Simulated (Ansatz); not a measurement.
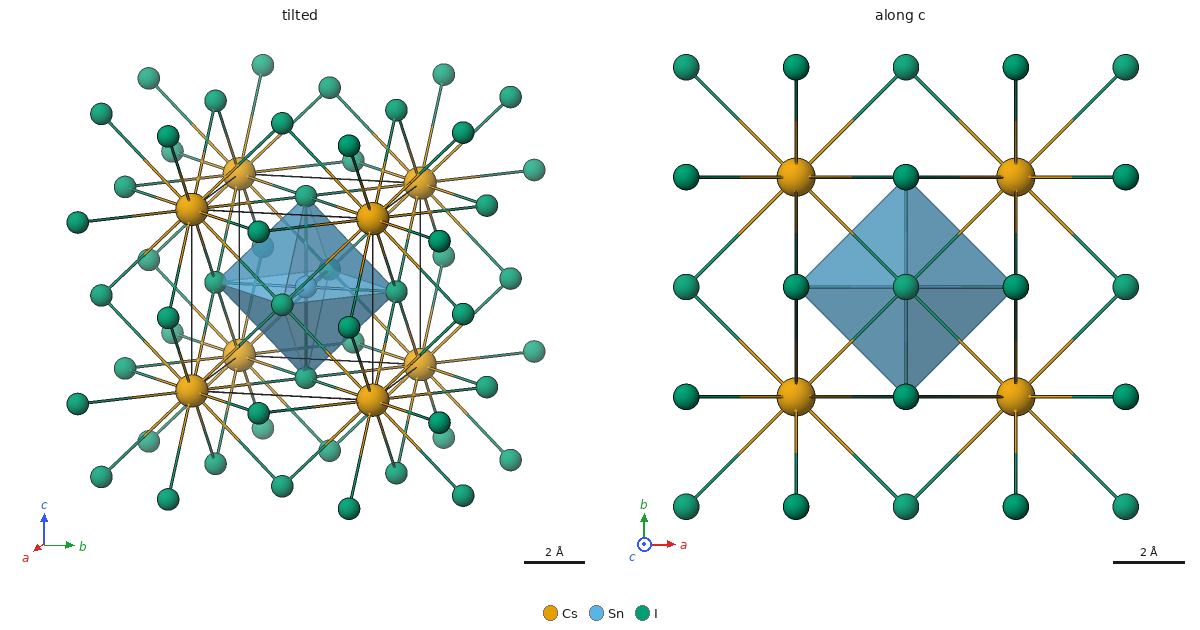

This polyhedral model is shown slightly off an axis and along the c axis. The wireframe shows the unit cell. A few atoms beyond the faces are included.

CsSnI3, a = 6.24 Å, b = 6.24 Å, c = 6.18 Å, α = 90.00°, β = 90.00°, γ = 90.00°.

Computed with DFT, r2SCAN with spin-orbit coupling, plane waves, PAW in Ansatz 0.2.0. Settings: plane waves up to 500 eV, a 4×4×4 sampling of the Brillouin zone, Fermi-Dirac smearing of 0.02 eV, no moments seeded, so the run stays non-magnetic, spinor wavefunctions.

Question: Does it come out as a metal, or with a gap?

Answer: A semiconductor at this level, with a gap of 0.06 eV, direct.

Question: Which way would the volume go on relaxing?

Answer: The computed pressure is 0.2 GPa (compressed: it would expand).

Starting structure: a structure type filled with these elements by a generator (whether the compound takes this form wasn't checked). The cell was then strained or its atoms displaced on purpose. It was run through Ansatz as a DFT input.
